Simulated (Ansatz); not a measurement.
# Run report: As, geometry relaxation (part 1 of 2)

- system: As (R-3m, 2 atoms in the cell)
- method: DFT PBE+D3(BJ), scalar-relativistic, plane waves, PAW, no spin polarisation (Ansatz 0.2.0)

The structure derives from an entry of the Crystallography Open Database. It belongs to a series of runs on one base structure; here: volume × 0.94, shape and atoms relaxed.

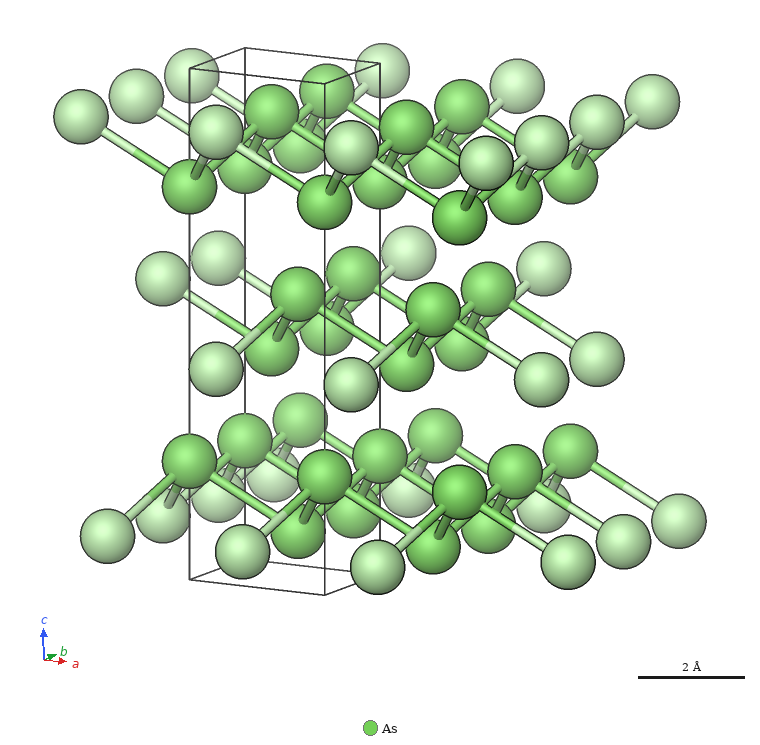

Fig. 1: The starting structure (ball-and-stick view of the cell 3 times as large as that of the calculation, set on its symmetry axes, repeated 2 × 2 × 1, seen slightly off an axis; neighbours outside the cell are drawn fainter). An atom can appear more than once, as a periodic image. Near neighbours in the periodic cell (some may lie outside the picture): As has 3 As at 2.50 Å.

Key numbers

```csv
quantity,value
outcome,converged
space group (tolerance 0.01 Å),R-3m (166)
electrons treated,30
free energy,−9713.0808 eV
Fermi energy,12.266 eV
gap on the k-point mesh,none (metallic)
pressure,3.86 GPa
final volume,39.24 Å³
largest force (length of the vector) at the end,0.005 eV/Å
final cell,"a = 3.889 Å, b = 3.889 Å, c = 3.889 Å, α = 57.53°, β = 57.53°, γ = 57.53°"
hardware,"1 thread of Arm Neoverse V2, 24 GiB of memory available, shared host"
wall time,28 s
peak memory,0.41 GiB
```

The input
```yaml
crystal:
  lattice:
    - [1.8634604498, 1.0758693923, 3.262186985]
    - [-1.8634604498, 1.0758693923, 3.262186985]
    - [0.0, -2.1517387847, 3.262186985]
  atoms:
    - { symbol: As, position: [0.7683126682, 0.7683126682, 0.7683126682] }
    - { symbol: As, position: [0.2316873318, 0.2316873318, 0.2316873318] }
basis:
  ecutwfc: 420
kpoints:
  mp_grid: { grid: [12, 12, 12] }
hamiltonian:
  xc: pbe
  dispersion: d3bj
scf:
  occupations: { method: gaussian, width: 0.1 }
output:
  forces: true
  stress: true
  eigenvalues: true
  write_density: true
  write_potential: true
  elf: true
  volumetric_format: npy
relax:
  adjacent_minimum: "off"
  f_tol: 0.01
  max_steps: 30
  cell: { stress_tol: 0.1, fix: [volume] }
```

Launch command:
```bash
ansatz run input.yaml --threads 1 --pin off --max-ram 2560MiB --backend cpu --events-out ev --progress --plain --runs-dir out
```

Log
```
Engine: ansatz 0.2.0, aarch64-unknown-linux-gnu
Pseudopotentials: kind: paw
Pseudopotential: As, paw, valence charge 15, recommended cutoff 420 eV (normal), As.paw.azcp
Functional definition: PBE
  parameter kappa = 0.804
  parameter beta = 0.06672455060314922
  exchange = pbe_x(kappa = kappa, mu = beta*pi^2/3)
  correlation = pbe_c(beta = beta)
Crystal: 2 atoms, lattice volume = 39.241 Å³
Basis set: ecut = 420 eV, 767 PW (Γ), exchange–correlation on 54×54×54 points (8 copies of the dense FFT grid, shifted against one another)
Bands: 19, of which v1, the nominal top of the filled ones, is band 15 counted from 1 (14 counted from 0)
Symmetry: 12 space group operations
Space group: R-3m (ITA 166), of the structure as read, at distance tolerance 3.4e-5 Å
k-points: 189 of 1728
Non-local potential: As, projectors of the file, l = 0: 2, l = 1: 2, l = 2: 3, l = 3: 1
PAW form: soft (Blöchl's): semilocal exchange-correlation on the pseudo side does not see the compensation charge
PAW one-centre angular grid: As, 590 points (default); XC on 64 Gauss nodes
Initial density: superposition of atomic densities (neutral atoms: chi_scale 0, normalization atom), corrected by the library's trained network
Initial wavefunctions: pseudopotential atomic-orbital guess
Functional: x = pbe(κ = 0.804, μ = 0.2195149727645171), c = pbe(β = 0.06672455060314922)
SCF iter   1: F=—  HF=-9713.077820 eV  |F-HF|=—  |Δ(HF+E_count)|=         —  Δρ=1.77e-3  dr2=9.51e-4  ethr=1.77e-3  ⟨swp⟩=5.2  Hψ=16928  notcnv=0
preconditioner: auto → none  [insulator: Δε(μ)=0.180 eV  Ē_g=10.665 eV  σ=0.100 eV  W_gap=0.71  n_scr=14 (ndim 8)  ℏωp=18.7 eV  f_vac=0.002  D(μ)=0.08/eV (n_scr^D=0)  ε∞_Penn≈4.1]
SCF iter   2: F=—  HF=-9713.077532 eV  |F-HF|=—  |Δ(HF+E_count)|=   2.88e-4  Δρ=7.42e-4  dr2=1.09e-4  ethr=3.17e-6  ⟨swp⟩=3.0  Hψ=7953  notcnv=0
SCF iter   3: F=—  HF=-9713.077624 eV  |F-HF|=—  |Δ(HF+E_count)|=   9.26e-5  Δρ=2.32e-4  dr2=9.90e-6  ethr=3.64e-7  ⟨swp⟩=3.0  Hψ=6513  notcnv=0
SCF iter   4: F=—  HF=-9713.077640 eV  |F-HF|=—  |Δ(HF+E_count)|=   1.55e-5  Δρ=3.83e-5  dr2=2.43e-7  ethr=3.30e-8  ⟨swp⟩=3.0  Hψ=6465  notcnv=0
iter 5 did not close the SCF: its close was put off for the readings that it lacked (scf_convergence_deferred on its scf_iter line)
SCF iter   5: F=-9713.077640 eV  HF=-9713.077640 eV  |F-HF|=6.43e-8  |Δ(HF+E_count)|=   5.31e-7  Δρ=1.21e-5  dr2=1.93e-8  ethr=8.11e-10  ⟨swp⟩=2.0  Hψ=6430  notcnv=0
SCF iter   6: F=-9713.077640 eV  HF=-9713.077640 eV  |F-HF|=7.33e-10  |Δ(HF+E_count)|=   7.16e-8  Δρ=1.45e-6  dr2=3.50e-10  ethr=6.42e-11  ⟨swp⟩=4.6  Hψ=19488  notcnv=0
SCF 1 converged in 6 iterations: F = -9713.077640 eV  dr2 = 3.50e-10
  greatest PAW one-centre occupation: 0.999 electrons in one spin orbital (limit 2), on the As atom at site 1 (counted from 0), in its partial waves of l = 2
relax step   1: F+E_penalty+E_count = -9713.07764045 eV  Δ(F+E_penalty+E_count) = +0.000e0 eV  max|allowed force component| = 1.885e-1 eV/Å  Δτ_max = 0.0000 Å  P = +4.685 GPa  Ω = 39.241 Å³  fix = [volume]  reactions: volume +4.685 GPa  (6 SCF iters, dr2 threshold 1.00e-7 eV, accepted)
Basis set: ecut = 420 eV, 761 PW (Γ), exchange–correlation on 54×54×54 points (8 copies of the dense FFT grid, shifted against one another)
Initial density: handed on by an earlier stage of this run
Initial wavefunctions: those handed on with the density
iter 1 solved again at ethr=1.24e-6 eV; its pass at ethr=3.10e-3 eV (dr2=3.73e-4 eV) is discarded
SCF iter   1: F=—  HF=-9713.080680 eV  |F-HF|=—  |Δ(HF+E_count)|=         —  Δρ=1.22e-3  dr2=3.70e-4  ethr=1.24e-6  ⟨swp⟩=2.0  Hψ=20054  notcnv=0
preconditioner: auto → none  [insulator: Δε(μ)=0.155 eV  Ē_g=10.633 eV  σ=0.100 eV  W_gap=0.63  n_scr=14 (ndim 8)  ℏωp=18.7 eV  f_vac=0.000  D(μ)=0.09/eV (n_scr^D=0)  ε∞_Penn≈4.1]
SCF iter   2: F=—  HF=-9713.080606 eV  |F-HF|=—  |Δ(HF+E_count)|=   7.37e-5  Δρ=5.22e-4  dr2=4.92e-5  ethr=1.23e-6  ⟨swp⟩=2.6  Hψ=5358  notcnv=0
SCF iter   3: F=—  HF=-9713.080608 eV  |F-HF|=—  |Δ(HF+E_count)|=   1.43e-6  Δρ=1.14e-4  dr2=1.96e-6  ethr=1.64e-7  ⟨swp⟩=2.3  Hψ=5230  notcnv=0
iter 4 did not close the SCF: its close was put off for the readings that it lacked (scf_convergence_deferred on its scf_iter line)
SCF iter   4: F=-9713.080608 eV  HF=-9713.080608 eV  |F-HF|=2.12e-8  |Δ(HF+E_count)|=   4.28e-7  Δρ=2.04e-5  dr2=5.51e-8  ethr=6.54e-9  ⟨swp⟩=2.3  Hψ=6416  notcnv=0
iter 5 did not close the SCF: its close was put off for the readings that it lacked (scf_convergence_deferred on its scf_iter line)
SCF iter   5: F=-9713.080608 eV  HF=-9713.080608 eV  |F-HF|=5.11e-9  |Δ(HF+E_count)|=   3.21e-8  Δρ=3.64e-6  dr2=3.69e-9  ethr=1.84e-10  ⟨swp⟩=2.0  Hψ=6432  notcnv=0
SCF iter   6: F=-9713.080608 eV  HF=-9713.080608 eV  |F-HF|=7.28e-12  |Δ(HF+E_count)|=   2.11e-9  Δρ=5.28e-7  dr2=3.21e-11  ethr=1.23e-11  ⟨swp⟩=4.0  Hψ=19251  notcnv=0
SCF 2 converged in 6 iterations: F = -9713.080608 eV  dr2 = 3.21e-11
relax step   2: F+E_penalty+E_count = -9713.08060825 eV  Δ(F+E_penalty+E_count) = -2.968e-3 eV  max|allowed force component| = 6.552e-3 eV/Å  Δτ_max = 0.0135 Å  P = +3.954 GPa  Ω = 39.241 Å³  fix = [volume]  reactions: volume +3.954 GPa  (6 SCF iters, dr2 threshold 2.00e-7 eV, accepted)
iter 1 solved again at ethr=4.41e-8 eV; its pass at ethr=3.10e-3 eV (dr2=1.32e-5 eV) is discarded
SCF iter   1: F=—  HF=-9713.080760 eV  |F-HF|=—  |Δ(HF+E_count)|=         —  Δρ=2.08e-4  dr2=1.43e-5  ethr=4.41e-8  ⟨swp⟩=3.3  Hψ=21890  notcnv=0
preconditioner: auto → none  [insulator: Δε(μ)=0.158 eV  Ē_g=10.633 eV  σ=0.100 eV  W_gap=0.59  n_scr=14 (ndim 8)  ℏωp=18.7 eV  f_vac=0.000  D(μ)=0.07/eV (n_scr^D=0)  ε∞_Penn≈4.1]
SCF iter   2: F=—  HF=-9713.080760 eV  |F-HF|=—  |Δ(HF+E_count)|=   4.44e-8  Δρ=1.03e-4  dr2=2.37e-6  ethr=4.41e-8  ⟨swp⟩=2.0  Hψ=4081  notcnv=0
iter 3 did not close the SCF: its close was put off for the readings that it lacked (scf_convergence_deferred on its scf_iter line)
SCF iter   3: F=-9713.080760 eV  HF=-9713.080760 eV  |F-HF|=6.32e-9  |Δ(HF+E_count)|=   5.50e-7  Δρ=1.75e-5  dr2=7.95e-8  ethr=7.91e-9  ⟨swp⟩=2.6  Hψ=6020  notcnv=0
iter 4 did not close the SCF: its close was put off for the readings that it lacked (scf_convergence_deferred on its scf_iter line)
SCF iter   4: F=-9713.080760 eV  HF=-9713.080760 eV  |F-HF|=2.24e-9  |Δ(HF+E_count)|=   2.54e-8  Δρ=4.73e-6  dr2=3.25e-9  ethr=2.65e-10  ⟨swp⟩=2.6  Hψ=6445  notcnv=0
iter 5 did not close the SCF: its close was put off for the readings that it lacked (scf_convergence_deferred on its scf_iter line)
SCF iter   5: F=-9713.080760 eV  HF=-9713.080760 eV  |F-HF|=2.75e-10  |Δ(HF+E_count)|=   2.75e-9  Δρ=4.85e-7  dr2=1.04e-10  ethr=1.08e-11  ⟨swp⟩=3.0  Hψ=6458  notcnv=0
SCF iter   6: F=-9713.080760 eV  HF=-9713.080760 eV  |F-HF|=0.00e0  |Δ(HF+E_count)|=  1.35e-10  Δρ=1.09e-7  dr2=2.78e-12  ethr=1.00e-12  ⟨swp⟩=3.8  Hψ=18020  notcnv=0
SCF 3 converged in 6 iterations: F = -9713.080760 eV  dr2 = 2.78e-12
relax step   3: F+E_penalty+E_count = -9713.08076034 eV  Δ(F+E_penalty+E_count) = -1.521e-4 eV  max|allowed force component| = 5.052e-3 eV/Å  Δτ_max = 0.0003 Å  P = +3.858 GPa  Ω = 39.241 Å³  fix = [volume]  reactions: volume +3.858 GPa  (6 SCF iters, dr2 threshold 1.89e-7 eV, accepted)
Initial wavefunctions: pseudopotential atomic-orbital guess (no wavefunctions were taken with the density)
iter 1 solved again at ethr=1.27e-8 eV; its pass at ethr=3.10e-3 eV (dr2=3.80e-6 eV) is discarded
SCF iter   1: F=—  HF=-9713.080758 eV  |F-HF|=—  |Δ(HF+E_count)|=         —  Δρ=1.07e-5  dr2=1.76e-9  ethr=1.27e-8  ⟨swp⟩=2.5  Hψ=24910  notcnv=0
SCF iter   2: F=—  HF=-9713.080759 eV  |F-HF|=—  |Δ(HF+E_count)|=   9.77e-7  Δρ=5.30e-6  dr2=3.92e-10  ethr=5.86e-12  ⟨swp⟩=2.0  Hψ=6395  notcnv=0
iter 3 did not close the SCF: its close was put off for the readings that it lacked (scf_convergence_deferred on its scf_iter line)
SCF iter   3: F=-9713.080759 eV  HF=-9713.080759 eV  |F-HF|=5.20e-10  |Δ(HF+E_count)|=   8.41e-8  Δρ=4.29e-7  dr2=9.41e-12  ethr=1.31e-12  ⟨swp⟩=2.9  Hψ=6352  notcnv=0
iter 4 did not close the SCF: its close was put off for the readings that it lacked (scf_convergence_deferred on its scf_iter line)
SCF iter   4: F=-9713.080759 eV  HF=-9713.080759 eV  |F-HF|=2.73e-11  |Δ(HF+E_count)|=  4.98e-10  Δρ=1.04e-7  dr2=5.55e-13  ethr=1.00e-12  ⟨swp⟩=1.0  Hψ=3591  notcnv=0
iter 5 did not close the SCF: its close was put off for the readings that it lacked (scf_convergence_deferred on its scf_iter line)
SCF iter   5: F=-9713.080759 eV  HF=-9713.080759 eV  |F-HF|=1.82e-12  |Δ(HF+E_count)|=  2.91e-11  Δρ=7.57e-9  dr2=1.43e-14  ethr=1.00e-12  ⟨swp⟩=1.0  Hψ=3591  notcnv=0
iter 6 did not close the SCF: its close was put off for the readings that it lacked (scf_convergence_deferred on its scf_iter line)
SCF iter   6: F=-9713.080759 eV  HF=-9713.080759 eV  |F-HF|=1.82e-12  |Δ(HF+E_count)|=  1.82e-12  Δρ=2.12e-9  dr2=8.49e-16  ethr=1.00e-12  ⟨swp⟩=1.0  Hψ=3591  notcnv=0
SCF iter   7: F=-9713.080759 eV  HF=-9713.080759 eV  |F-HF|=0.00e0  |Δ(HF+E_count)|=  1.82e-12  Δρ=1.10e-9  dr2=2.38e-16  ethr=1.00e-12  ⟨swp⟩=2.0  Hψ=10776  notcnv=0
SCF 4 converged in 7 iterations: F = -9713.080759 eV  dr2 = 2.38e-16
relax step   4: F+E_penalty+E_count = -9713.08075916 eV  Δ(F+E_penalty+E_count) = +1.181e-6 eV  max|allowed force component| = 5.059e-3 eV/Å  Δτ_max = 0.0000 Å  P = +3.858 GPa  Ω = 39.241 Å³  fix = [volume]  reactions: volume +3.858 GPa  stress off target by 7.49e-2 GPa on what of the cell is left free  SCF on the basis re-selected at this cell (its energy is not comparable with the rows above)  (7 SCF iters)
```

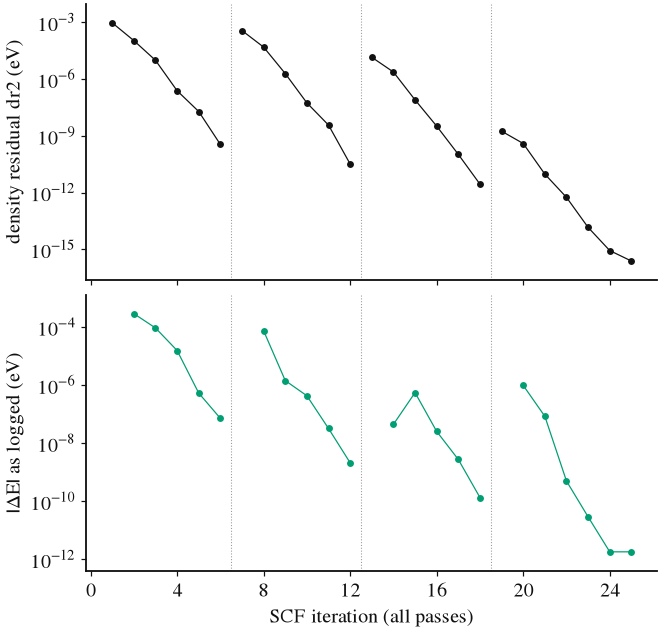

Fig. 2: Convergence of the self-consistent field: density residual dr2 and size of the energy change against the SCF iteration. The dotted lines part the SCF passes of the relaxation: geometry steps, rejected trials and re-solves on a re-selected basis. The passes take 6, 6, 6 and 7 iterations.
